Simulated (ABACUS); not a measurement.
# Geometry relaxation, with input and output: Na (part 2 of 2)

Na (Im-3m, 1 atom in the cell); Kohn-Sham DFT of a periodic cell, AM05, PseudoDojo NC SR 0.5 PBE standard, no spin polarisation (ABACUS 3.10.1); cutoff 1210.91 eV, 7×7×7 k-mesh, fermi-dirac of 0.05 eV. The structure derives from an entry of the Crystallography Open Database.

Geometry of the input (Å; fractional positions):
```
-2.1410  2.1410  2.1410
2.1410  -2.1410  2.1410
2.1410  2.1410  -2.1410
Na 0.0000  0.0000  0.0000
```

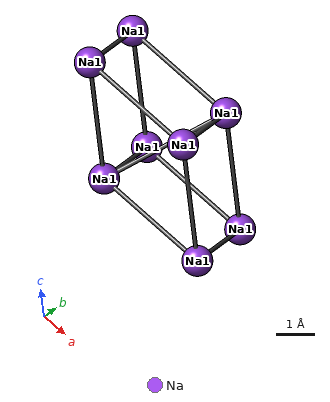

Figure 1. The geometry at step 1 of the log (ball-and-stick view of the cell of the calculation, seen slightly off an axis; atoms are numbered from 1 in the order of the input).

### Log, continued
```
 Density error is 2.5375415618e-09
                          Error Threshold = 3.69059553157e-10
----------------------------------------------------------
     Energy           Rydberg                 eV
----------------------------------------------------------
 E_KohnSham     -91.1091401682       -1239.6034461676
 E_KS(sigma->0) -91.1089592406       -1239.6009845223
 E_Harris       -91.1087974287       -1239.5987829580
 E_band         -17.8088471344       -242.3017958385
 E_one_elec     -82.2856695298       -1119.5539693500
 E_Hartree      40.9647629602        557.3541934774
 E_xc           -13.3586910240       -181.7543157484
 E_Ewald        -36.4291807194       -495.6444312560
 E_entropy(-TS) -0.0003618551        -0.0049232907
 E_descf        0.0000000000         0.0000000000
 E_exx          0.0000000000         0.0000000000
 E_Fermi        0.1047379134         1.4250324192
----------------------------------------------------------

 charge density convergence is achieved
 final etot is -1239.6034462 eV
 EFERMI = 1.4250324192 eV

 STATE ENERGY(eV) AND OCCUPATIONS    NSPIN == 1
[... levels at 5 further k points ...]

------------------------------------------------------------------------------------------
 TOTAL-FORCE (eV/Angstrom)
------------------------------------------------------------------------------------------
                       Na1         0.0000000000         0.0000000000         0.0000000000
------------------------------------------------------------------------------------------

----------------------------------------------------------------
 TOTAL-STRESS (KBAR)
----------------------------------------------------------------
        -3.4556540579        -0.0000000000        -0.0000000000
        -0.0000000000        -3.4556540579         0.0000000000
         0.0000000000         0.0000000000        -3.4556540579
----------------------------------------------------------------
 TOTAL-PRESSURE: -3.455654 KBAR

 Largest gradient in force is 0.000000 eV/A.
 Threshold is 0.010000 eV/A.

 Largest gradient in stress is 3.455654 kbar.
 Threshold is 0.500000 kbar.

 Relaxation is not converged yet!
DIRECT COORDINATES
    atom                   x                   y                   z     mag                  vx                  vy                  vz
taud_Na1            0.0000000000        0.0000000000        0.0000000000  0.0000        0.0000000000        0.0000000000        0.0000000000

                          Volume (Bohr^3) = 261.564698
                             Volume (A^3) = 38.759843

 Lattice vectors: (Cartesian coordinate: in unit of a_0)
            -2.131936           +2.131936           +2.131936
            +2.131936           -2.131936           +2.131936
            +2.131936           +2.131936           -2.131936
 Reciprocal vectors: (Cartesian coordinate: in unit of 2 pi/a_0)
            +0.000000           +0.234529           +0.234529
            +0.234529           +0.000000           +0.234529
            +0.234529           +0.234529           +0.000000

 -------------------------------------------
 STEP OF RELAXATION : 2
 -------------------------------------------

[... set-up of the moved cell ...]

 PW ALGORITHM --------------- ION=   2  ELEC=   1--------------------------------
 Notice: Threshold on eigenvalues was too large.
 hsover_error=0.090000 > DRHO=0.000005
 Origin diag ethr = 0.010000
 New diag ethr = 0.000000

 Density error is 0.000000059715
                          Error Threshold = 0.000000050528
----------------------------------------------------------
     Energy           Rydberg                 eV
----------------------------------------------------------
 E_KohnSham     -91.1100436654       -1239.6157388778
 E_Harris       -91.1092127233       -1239.6044333310
 E_Fermi        0.1083752832         1.4745213735
----------------------------------------------------------

 PW ALGORITHM --------------- ION=   2  ELEC=   2--------------------------------

 Density error is 0.000000005587
                          Error Threshold = 0.000000000663
----------------------------------------------------------
     Energy           Rydberg                 eV
----------------------------------------------------------
 E_KohnSham     -91.1092123762       -1239.6044286081
 E_KS(sigma->0) -91.1090320738       -1239.6019754683
 E_Harris       -91.1098604387       -1239.6132459516
 E_band         -17.7693101141       -241.7638670801
 E_one_elec     -82.0135433755       -1115.8515030764
 E_Hartree      40.8488738633        555.7774414244
 E_xc           -13.3601229196       -181.7737976872
 E_Ewald        -36.5840593397       -497.7516629894
 E_entropy(-TS) -0.0003606048        -0.0049062794
 E_descf        0.0000000000         0.0000000000
 E_exx          0.0000000000         0.0000000000
 E_Fermi        0.1083841368         1.4746418338
----------------------------------------------------------

 charge density convergence is achieved
 final etot is -1239.60442860805 eV
 EFERMI = 1.47464183379 eV

 STATE ENERGY(eV) AND OCCUPATIONS    NSPIN == 1
[... levels at 5 further k points ...]

------------------------------------------------------------------------------------------
 TOTAL-FORCE (eV/Angstrom)
------------------------------------------------------------------------------------------
                       Na1         0.0000000000         0.0000000000         0.0000000000
------------------------------------------------------------------------------------------

----------------------------------------------------------------
 TOTAL-STRESS (KBAR)
----------------------------------------------------------------
        -2.9030604524        -0.0000000000        -0.0000000000
        -0.0000000000        -2.9030604524         0.0000000000
         0.0000000000         0.0000000000        -2.9030604524
----------------------------------------------------------------
 TOTAL-PRESSURE: -2.903060 KBAR

 Largest gradient in force is 0.000000 eV/A.
 Threshold is 0.010000 eV/A.

 Largest gradient in stress is 2.903060 kbar.
 Threshold is 0.500000 kbar.

 Relaxation is not converged yet!
DIRECT COORDINATES
    atom                   x                   y                   z     mag                  vx                  vy                  vz
taud_Na1            0.0000000000        0.0000000000        0.0000000000  0.0000        0.0000000000        0.0000000000        0.0000000000

                          Volume (Bohr^3) = 251.683429
                             Volume (A^3) = 37.295592

 Lattice vectors: (Cartesian coordinate: in unit of a_0)
            -2.104744           +2.104744           +2.104744
            +2.104744           -2.104744           +2.104744
            +2.104744           +2.104744           -2.104744
 Reciprocal vectors: (Cartesian coordinate: in unit of 2 pi/a_0)
            +0.000000           +0.237559           +0.237559
            +0.237559           +0.000000           +0.237559
            +0.237559           +0.237559           +0.000000

 -------------------------------------------
 STEP OF RELAXATION : 3
 -------------------------------------------

[... set-up of the moved cell ...]

 PW ALGORITHM --------------- ION=   3  ELEC=   1--------------------------------
 Notice: Threshold on eigenvalues was too large.
 hsover_error=0.090000 > DRHO=0.000042
 Origin diag ethr = 0.010000
 New diag ethr = 0.000000

 Density error is 0.000000329996
                          Error Threshold = 0.000000463261
----------------------------------------------------------
     Energy           Rydberg                 eV
----------------------------------------------------------
 E_KohnSham     -91.1122610221       -1239.6459075634
 E_Harris       -91.1093126668       -1239.6057931322
 E_Fermi        0.1197096520         1.6287333727
----------------------------------------------------------

 PW ALGORITHM --------------- ION=   3  ELEC=   2--------------------------------

 Density error is 0.000000082817
                          Error Threshold = 0.000000003667
----------------------------------------------------------
     Energy           Rydberg                 eV
----------------------------------------------------------
 E_KohnSham     -91.1093104304       -1239.6057627044
 E_Harris       -91.1117639588       -1239.6391446710
 E_Fermi        0.1197284794         1.6289895326
----------------------------------------------------------

 PW ALGORITHM --------------- ION=   3  ELEC=   3--------------------------------

 Density error is 0.000000001537
                          Error Threshold = 0.000000000920
----------------------------------------------------------
     Energy           Rydberg                 eV
----------------------------------------------------------
 E_KohnSham     -91.1093104508       -1239.6057629822
 E_KS(sigma->0) -91.1091319270       -1239.6033340415
 E_Harris       -91.1090251908       -1239.6018818200
 E_band         -17.6502833854       -240.1444253556
 E_one_elec     -81.1855066557       -1104.5854855340
 E_Hartree      40.4981747699        551.0059354705
 E_xc           -13.3649226390       -181.8391012193
 E_Ewald        -37.0566988785       -504.1822538181
 E_entropy(-TS) -0.0003570476        -0.0048578813
 E_descf        0.0000000000         0.0000000000
 E_exx          0.0000000000         0.0000000000
 E_Fermi        0.1197256260         1.6289507104
----------------------------------------------------------

 charge density convergence is achieved
 final etot is -1239.60576298218 eV
 EFERMI = 1.62895071039 eV

 STATE ENERGY(eV) AND OCCUPATIONS    NSPIN == 1
 1/5 kpoint (Cartesian) = 0.00000 0.00000 0.00000 (3781 pws)
       1     -51.214332       0.005831
       2     -23.004770       0.005831
       3     -23.004770       0.005831
       4     -23.004770       0.005831
       5      -1.581706       0.005831
       6      13.430510       0.000000
       7      13.430510       0.000000
       8      13.430510       0.000000
       9      14.378457       0.000000

 2/5 kpoint (Cartesian) = 0.03394 -0.03394 0.00000 (3757 pws)
       1     -51.213965       0.069971
       2     -23.011558       0.069971
       3     -23.007047       0.069971
       4     -23.004755       0.069971
       5      -1.224668       0.069971
       6      10.332497       0.000000
       7      11.967956       0.000000
       8      12.475604       0.000000
       9      12.815676       0.000000

 3/5 kpoint (Cartesian) = 0.06787 -0.06787 0.00000 (3775 pws)
       1     -51.213144       0.069971
       2     -23.026704       0.069971
       3     -23.012161       0.069971
       4     -23.004723       0.069971
       5      -0.168017       0.069971
       6       6.863231       0.000000
       7      10.632594       0.000000
       8      11.455284       0.000000
       9      11.592224       0.000000

 4/5 kpoint (Cartesian) = 0.10181 -0.10181 0.00000 (3762 pws)
       1     -51.212484       0.069971
       2     -23.038745       0.069971
       3     -23.016259       0.069971
       4     -23.004699       0.069971
       5       1.542328       0.059456
       6       3.944350       0.000000
       7       9.953194       0.000000
       8      10.928479       0.000000
       9      10.980995       0.000000

 5/5 kpoint (Cartesian) = 0.03394 0.03394 -0.06787 (3767 pws)
       1     -51.213371       0.139942
       2     -23.021928       0.139942
       3     -23.009712       0.139942
       4     -23.006349       0.139942
       5      -0.517889       0.139942
       6       8.463199       0.000000
       7       9.133079       0.000000
       8      11.330452       0.000000
       9      13.044745       0.000000

------------------------------------------------------------------------------------------
 TOTAL-FORCE (eV/Angstrom)
------------------------------------------------------------------------------------------
                       Na1         0.0000000000         0.0000000000         0.0000000000
------------------------------------------------------------------------------------------

----------------------------------------------------------------
 TOTAL-STRESS (KBAR)
----------------------------------------------------------------
        -0.0175499655        -0.0000000000        -0.0000000000
        -0.0000000000        -0.0175499655         0.0000000000
         0.0000000000         0.0000000000        -0.0175499655
----------------------------------------------------------------
 TOTAL-PRESSURE: -0.017550 KBAR

 Largest gradient in force is 0.000000 eV/A.
 Threshold is 0.010000 eV/A.

 Largest gradient in stress is 0.017550 kbar.
 Threshold is 0.500000 kbar.

 Relaxation is converged!

 --------------------------------------------
 !FINAL_ETOT_IS -1239.6057629821752926 eV
 --------------------------------------------
```

### Standard output
```
ABACUS v3.10.1

               Atomic-orbital Based Ab-initio Computation at UStc

4,OpenMP thread number: 1,Total thread number: 4,Local thread limit: 96
 dft_functional readin is: GGA_X_AM05+GGA_C_AM05
 dft_functional in pseudopot file is: PBE
 Please make sure this is what you need

%%%%%%%%%%%%%%%%%%%%%%%%%%%%%%%%%%%%%%%%%%%%%%%%%%%%%%%%%%%%%%%%%%%%%%%%%%%%%%%%%%%%%%%%%%%%%%%%%%%%%%%%%
 Warning: the number of valence electrons in pseudopotential > 1 for Na: [Ne] 3s1
 Pseudopotentials with additional electrons can yield (more) accurate outcomes, but may be less efficient.
 If you're confident that your chosen pseudopotential is appropriate, you can safely ignore this warning.
%%%%%%%%%%%%%%%%%%%%%%%%%%%%%%%%%%%%%%%%%%%%%%%%%%%%%%%%%%%%%%%%%%%%%%%%%%%%%%%%%%%%%%%%%%%%%%%%%%%%%%%%%

 UNIFORM GRID DIM        : 45 * 45 * 45
 UNIFORM GRID DIM(BIG)   : 45 * 45 * 45
func,idGGA_X_AM05 120
func,idGGA_C_AM05 135
 ---------------------------------------------------------
 Cell relaxation calculations
 ---------------------------------------------------------
 SPIN    KPOINTS         PROCESSORS  THREADS
 1       20              4           4
 ---------------------------------------------------------
 Use plane wave basis
 ---------------------------------------------------------
 ELEMENT NATOM       XC
 Na      1
 ---------------------------------------------------------
 Initial plane wave basis and FFT box
 ---------------------------------------------------------
 -------------------------------------------
 STEP OF RELAXATION : 1
 -------------------------------------------
 START CHARGE      : atomic
 ITER       ETOT/eV          EDIFF/eV         DRHO     TIME/s
 DA1     -1.23959789e+03   0.00000000e+00   2.3903e-03   2.74
 DA2     -1.23960337e+03  -5.47784116e-03   1.5990e-04   1.08
 DA3     -1.23960342e+03  -4.83696714e-05   2.5063e-05   1.48
 DA4     -1.23960345e+03  -2.70198882e-05   3.3215e-08   1.26
 DA5     -1.23960345e+03  -7.58213819e-07   3.8656e-08   1.83
 DA6     -1.23960345e+03  -4.47758616e-08   5.2307e-08   1.83
 DA7     -1.23960345e+03  -5.93137426e-08   2.5375e-09   1.49
----------------------------------------------------------------
 TOTAL-STRESS (KBAR)
----------------------------------------------------------------
        -3.4556540579        -0.0000000000        -0.0000000000
        -0.0000000000        -3.4556540579         0.0000000000
         0.0000000000         0.0000000000        -3.4556540579
----------------------------------------------------------------
 TOTAL-PRESSURE: -3.455654 KBAR

 ETOT DIFF (eV)       : 0.000000
 LARGEST GRAD (eV/A)  : 0.000000
 -------------------------------------------
 STEP OF RELAXATION : 2
 -------------------------------------------
 ITER       ETOT/eV          EDIFF/eV         DRHO     TIME/s
 DA1     -1.23961574e+03   0.00000000e+00   5.9715e-08   3.20
 DA2     -1.23960443e+03   1.13102697e-02   5.5865e-09   1.66
----------------------------------------------------------------
 TOTAL-STRESS (KBAR)
----------------------------------------------------------------
        -2.9030604524        -0.0000000000        -0.0000000000
        -0.0000000000        -2.9030604524         0.0000000000
         0.0000000000         0.0000000000        -2.9030604524
----------------------------------------------------------------
 TOTAL-PRESSURE: -2.903060 KBAR

 ETOT DIFF (eV)       : -0.000982
 LARGEST GRAD (eV/A)  : 0.000000
 -------------------------------------------
 STEP OF RELAXATION : 3
 -------------------------------------------
 ITER       ETOT/eV          EDIFF/eV         DRHO     TIME/s
 DA1     -1.23964591e+03   0.00000000e+00   3.3000e-07   2.55
 DA2     -1.23960576e+03   4.01448589e-02   8.2817e-08   1.27
 DA3     -1.23960576e+03  -2.77735400e-07   1.5365e-09   1.17
----------------------------------------------------------------
 TOTAL-STRESS (KBAR)
----------------------------------------------------------------
        -0.0175499655        -0.0000000000        -0.0000000000
        -0.0000000000        -0.0175499655         0.0000000000
         0.0000000000         0.0000000000        -0.0175499655
----------------------------------------------------------------
 TOTAL-PRESSURE: -0.017550 KBAR

 ETOT DIFF (eV)       : -0.001334
 LARGEST GRAD (eV/A)  : 0.000000
```

### Trajectory as extended XYZ (Å, eV, eV/Å), 3 frames, from step=0 to step=2
```
1
Lattice="-2.1410 2.1410 2.1410 2.1410 -2.1410 2.1410 2.1410 2.1410 -2.1410" Properties=species:S:1:pos:R:3:forces:R:3 step=0 energy=-1239.60345 pressure_GPa=-0.35
Na    0.0000    0.0000    0.0000    0.0000   0.0000   0.0000
1
Lattice="-2.1319 2.1319 2.1319 2.1319 -2.1319 2.1319 2.1319 2.1319 -2.1319" Properties=species:S:1:pos:R:3:forces:R:3 step=1 energy=-1239.60443 pressure_GPa=-0.29
Na    0.0000    0.0000    0.0000    0.0000   0.0000   0.0000
1
Lattice="-2.1047 2.1047 2.1047 2.1047 -2.1047 2.1047 2.1047 2.1047 -2.1047" Properties=species:S:1:pos:R:3:forces:R:3 step=2 energy=-1239.60576 pressure_GPa=-0.00
Na    0.0000    0.0000    0.0000    0.0000   0.0000   0.0000
```

### Key numbers

```tsv
quantity	value
outcome	converged
space group (tolerance 0.01 Å)	Im-3m (229)
electrons treated	9
free energy	−1239.6058 eV
Fermi energy	1.629 eV
gap on the k-point mesh	none (metallic)
pressure	0.00 GPa
final volume	37.30 Å³
largest force (length of the vector) at the end	under 0.001 eV/Å
final cell	a = 3.646 Å, b = 3.646 Å, c = 3.646 Å, α = 109.47°, β = 109.47°, γ = 109.47°
hardware	4 threads of AMD EPYC 7571, 16 GiB of memory available, shared host
wall time	27 s (CPU time 1.7 min)
peak memory	0.36 GiB
```
